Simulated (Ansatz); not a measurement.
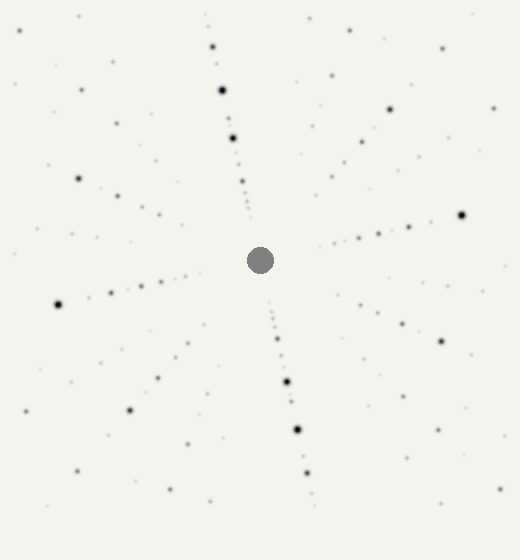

Simulated back-reflection Laue pattern (white X-rays, 0.45 to 2.2 Å, flat plate covering ±45° about the beam, kinematic intensities, seen from the source).

**What symmetry does the pattern show?**

2mm: a twofold axis with two mirror lines.

The crystal is Ir, space group Cmcm (No. 63), a = 2.69 Å, b = 6.57 Å, c = 3.61 Å. Structure: coordinates from a relaxation with DFT, revPBE, plane waves (420 eV) with PAW, scalar-relativistic in Ansatz; the starting structure was generated, so it need not be a known form of this composition.

The direction [010] points towards the source.
